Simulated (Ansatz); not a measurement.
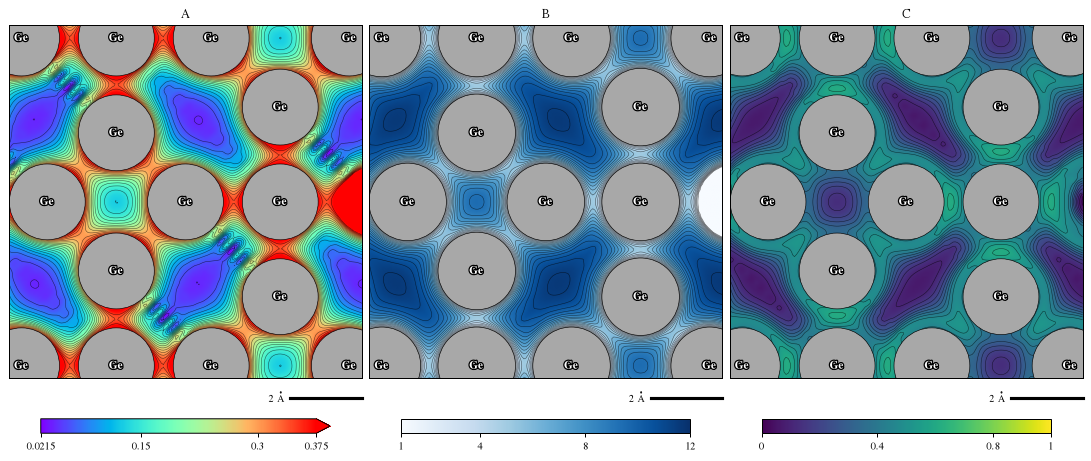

Ge: 3 fields on the (001) plane of the conventional cell, with unlabelled colour scales. Grey discs cover the atomic cores.

Space group F-43m; a structure generated by program, which may or may not match a known phase.

Computed with DFT PBE, scalar-relativistic, plane waves, PAW in Ansatz.

Question: Match the panels to the quantities (electron localisation function, electrostatic potential energy of an electron and valence pseudo-density).

Answer: Panel A: valence pseudo-density. Panel B: electrostatic potential energy of an electron (low next to the atoms, rising into the space between them). Panel C: electron localisation function. From the grid: Ge–Ge (2.64 Å): the density is about 0.34 e/Å³ at the midpoint; the ELF peaks at about 0.60 between the atoms. Ge–Ge (2.72 Å): the density is about 0.3 e/Å³ at the midpoint; the ELF reaches about 0.50 near the midpoint.
